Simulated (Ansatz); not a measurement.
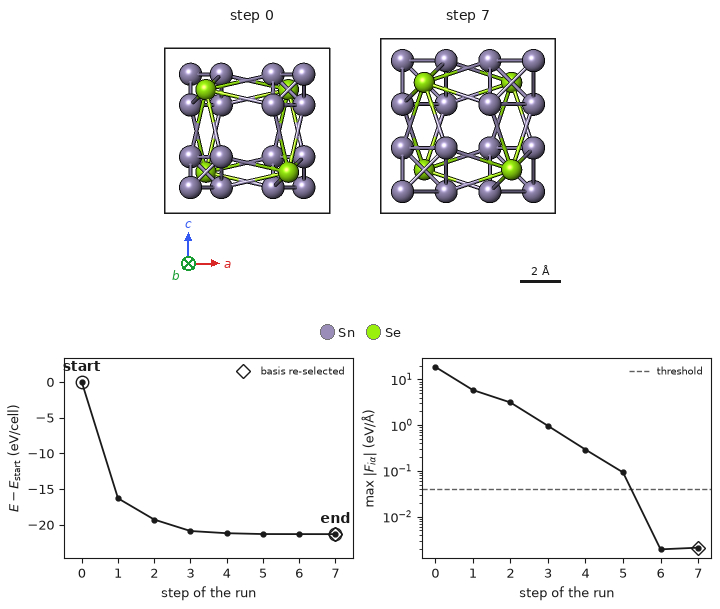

First and last geometry of a relaxation of solid Sn4Se (a generated structure, set up in F-43m) (coarse preliminary run), with the history of the run. The picture is a ball-and-stick view of the conventional cell (4 times the calculation's cell), seen along the b axis. Lengths and directions refer to the drawn axes.

The calculation used Ansatz 0.2.0, DFT PBE, scalar-relativistic, plane waves, PAW. Set-up: plane-wave cutoff 420 eV; k-point mesh 4 × 4 × 4; occupations gaussian; smearing width 0.1 eV; no spin polarisation; cell and atoms relaxed; force threshold 0.04 eV/Å; at most 70 steps.

Q: What do the curves and the structures tell?

A: It converged. The largest moves relative to the cell, 0.48 Å, are those of Sn atoms. Se stays in place. The volume changes by +18.5 %, with a = b = c 8.269 → 8.751 Å (+5.8 %). Near-neighbour distances that change, for instance: Sn–Sn 2.176 → 3.091 Å, Se–Sn 3.537 → 3.628 Å. The space group stays F-43m (No. 216). The energy falls by 21.298 eV per cell of the calculation in 6 accepted moves (7 points after the start). Largest force component: 19 eV/Å at the start, 0.0021 eV/Å at the end. Pressure: 60.35 GPa at the start and −0.11 GPa at the end. The SCF was repeated once at an unchanged geometry on a basis and grid sized afresh for the cell, which shifted the energy by 4.6 meV per cell of the calculation at most.
